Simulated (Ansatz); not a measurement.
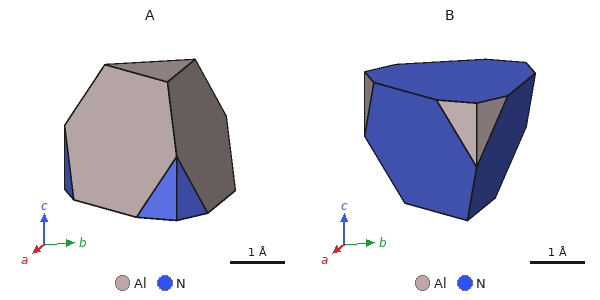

Computed Voronoi cells of the 2 sites of this structure, drawn to one scale and in one orientation; each face has the colour of the neighbour behind it.

AlN, space group P6_3mc (No. 186), a = 3.111 Å, b = 3.111 Å, c = 4.978 Å, α = 90.00°, β = 90.00°, γ = 120.00°

```csv
site,Wyckoff,x,y,z
Al,2b,0.3333,0.6667,0.0000
N,2b,0.3333,0.6667,0.3850
```

Source: a calculation's input that goes back to an entry of the Crystallography Open Database (an earlier step may have relaxed or displaced it).

> Which cell belongs to which site?

A is N (11 faces above 1 % of the solid angle, 10.4 Å³, mostly facing Al); B is Al (11 faces above 1 % of the solid angle, 10.4 Å³, mostly facing N).
